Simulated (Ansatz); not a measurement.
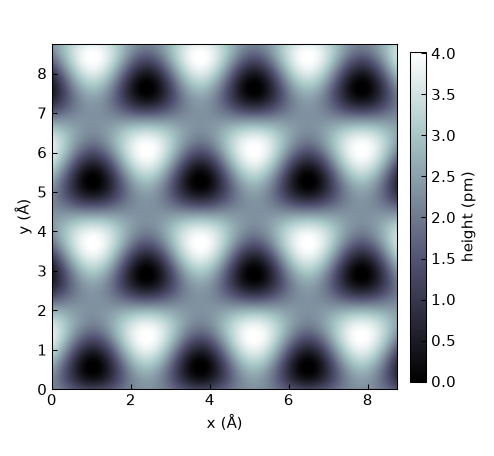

Simulated STM image (constant-current image at a set point of 9.8 × 10⁻⁵ e/Å³, sample bias −0.25 V).

Images follow the Tersoff–Hamann model: the current is the local density of the sample's states between the Fermi level and the bias, at the tip's centre. Bias windows are sharp sums over the levels of the k mesh.

> Give the periodicity of the image.

The pattern repeats on a hexagonal lattice with shortest vectors of 2.7 Å at 60° (or 120°), a cell of 6.5 Å².

The surface:

Os(001) (P6_3/mmc bulk, 5 atomic planes (those closer than 0.6 Å count as one), 9 Å). The brightest spots lie over the top Os atoms; the darkest points are over the sites above the Os atoms 2.1 Å below the top plane. So weak a contrast (4 pm) depends on the k-mesh and on the tip.

Theory: DFT PBEsol, scalar-relativistic, plane waves, PAW (Ansatz 0.2.0). Cutoff 420 eV, 24 × 24 k-points, Gaussian smearing 0.1 eV, dipole correction. The slab is a cut without reconstruction beyond its cell, at the source's lattice constants, with its lower half held fixed and the rest relaxed. No spin polarisation. Spin–orbit coupling is left out; with Os it can shift levels and gaps. The run warns that the functional's potential is rough in the thin density of the vacuum, where the tip is; weak contrasts and barriers may feel it. On this mesh the free atoms still feel up to 0.10 eV/Å.
